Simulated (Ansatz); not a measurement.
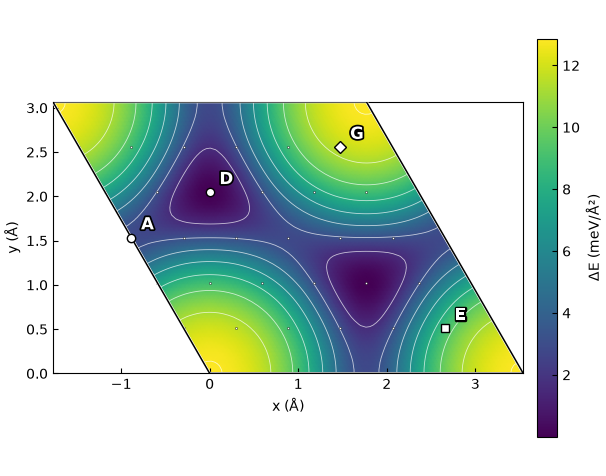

A bilayer of two PtS₂ sheets (1T type), the upper one turned by 180 degrees about the normal (6 atoms in the cell). The upper layer of a bilayer is slid over the lower one; relaxed at each slide: the heights of all atoms; the origin of the map has S4 above S3. Places are given modulo a cell vector. The map is drawn in real space over the plane of the slide. The scan uses a 6 × 6 grid; 7 points were computed and 29 follow by symmetry. Energies are in meV/Å², from the lowest grid point. The calculation used Ansatz, DFT PBE+D3(BJ), scalar-relativistic, plane waves, PAW. Settings: cutoff 420 eV, k-mesh 9×9×1, gaussian smearing 0.05 eV, no spin polarisation.

In the figure: a smooth colour map with a few white contour lines, dots at the grid points, the outline of one cell of the plane, lettered points. Between grid points the surface is interpolated.

### Is D the lowest point of the computed grid?

Yes. D, at (2/6, 4/6) of the cell vectors, has the lowest energy of the grid.

PAW datasets: the set soft_1.
